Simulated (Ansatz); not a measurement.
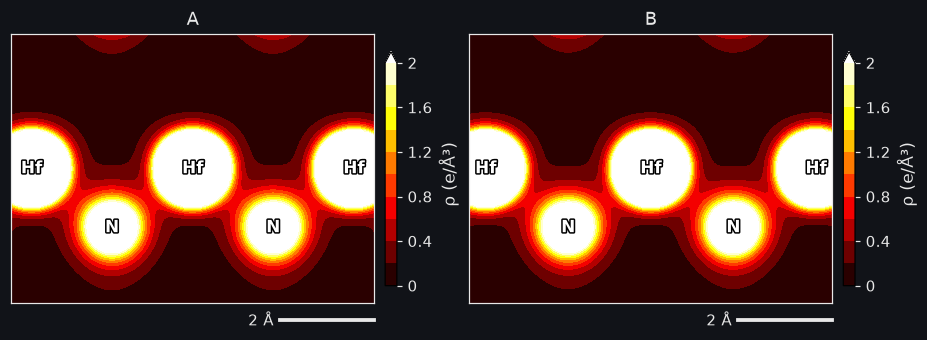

HfN. The valence charge density (pseudo) of two cells that differ in size and shape, on the (101̄) plane of each (indices in the axes of the calculation cell), at one length scale and on one colour scale: B has 15.5 Å³ an atom and A 14.8.

The calculation used DFT PBE, scalar-relativistic, plane waves, PAW (Ansatz).

Core electrons are frozen (PAW), and the valence fields are smoothed inside the atomic spheres.

The larger cell:

```yaml
crystal:
  lattice:
    - [0.00000, 2.51619, 2.45482]
    - [2.51619, 0.00000, 2.45482]
    - [2.51619, 2.51619, 0.00000]
  atoms:
    - { symbol: Hf, position: [0.00000, 0.00000, 0.00000] }
    - { symbol: N, position: [0.75000, 0.75000, 0.75000] }
```

The smaller cell: a = 3.431 Å, b = 3.431 Å, c = 3.558 Å, α = 58.76°, β = 58.76°, γ = 62.48°.

**What does the compression do to the bonding and the properties?**

From the larger cell to the smaller, Hf–N goes from 2.16 to 2.13 Å, and the density at its midpoint from 0.68 to 0.74 e/Å³; the pressure goes from −8 to 0.8 GPa.
